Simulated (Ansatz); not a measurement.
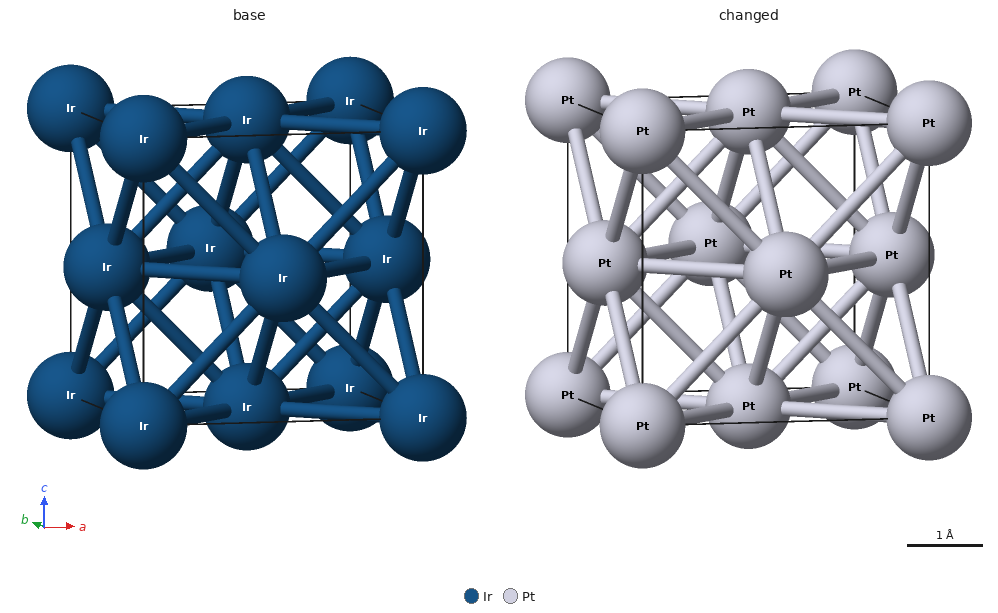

Left: solid Ir (set up in Fm-3m). Right: the same structure after one change, at the same scale. The picture is a ball-and-stick view of the conventional cell (4 times the calculation's cell), seen slightly off an axis. Lengths and directions refer to the drawn axes.

These are results of DFT PBE, scalar-relativistic, plane waves, PAW in Ansatz, not measurements. Settings: plane-wave cutoff 420 eV; k-point mesh 18 × 18 × 18; occupations gaussian; smearing width 0.1 eV; no spin polarisation.

> Which change leads from the left to the right?

Every iridium atom is replaced by platinum, which gives Pt. Cell and atoms are relaxed again (to zero pressure within 0.1 GPa, forces under 0.01 eV/Å).

> What does the change do?

The volume per atom goes from 14.50 to 15.65 Å³. Cell: a = b = c 3.871 → 3.971 Å (+2.6 %). Volume +7.9 %. The space group stays Fm-3m (No. 225).
